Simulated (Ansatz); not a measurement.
Consider this structure.

```cif
data_structure
_symmetry_space_group_name_H-M 'P 1'
_symmetry_Int_Tables_number 1
_cell_length_a 3.6397
_cell_length_b 3.6397
_cell_length_c 6.0556
_cell_angle_alpha 90.000
_cell_angle_beta 90.000
_cell_angle_gamma 120.000
_cell_volume 69.47
loop_
_atom_site_label
_atom_site_type_symbol
_atom_site_fract_x
_atom_site_fract_y
_atom_site_fract_z
_atom_site_occupancy
Hf1 Hf 0.00000 0.00000 0.00000 1
S1 S 0.66667 0.33333 0.76395 1
S2 S 0.33333 0.66667 0.23605 1
```

> Summarise the structure in words.

The material is HfS$_{2}$. The symmetry is that of P-3m1 (No. 164), on a primitive hexagonal lattice. The arrangement is known as cadmium iodide (CdI₂, 1T) type. In the cell are 1 Hf, 2 S, which makes 1 formula unit. The polyhedra are HfS6 octahedra; they share edges. The Hf atoms are each bonded to six S in an octahedral arrangement at 2.54 Å. The neighbours of S are three Hf in a trigonal pyramidal arrangement at 2.54 Å. Not all metal-metal contacts are counted. The bonds build HfS2 layers parallel to (001).

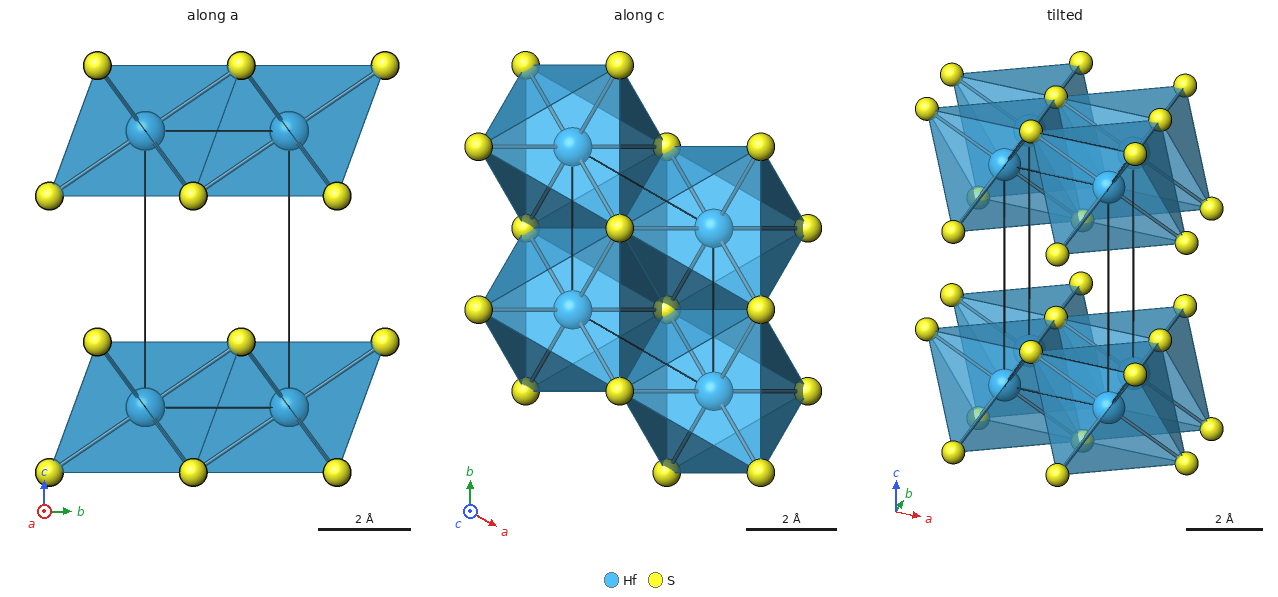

This polyhedral model is shown along the a axis, along the c axis and slightly off an axis. The frame is the conventional unit cell; atoms at its boundary are shown with their periodic copies. Some neighbours outside the box are added.

It derives from a structure listed in the Materials Project. The atoms were relaxed in a fixed cell with DFT PBEsol+D3(BJ), scalar-relativistic, plane waves, PAW in Ansatz 0.2.0.
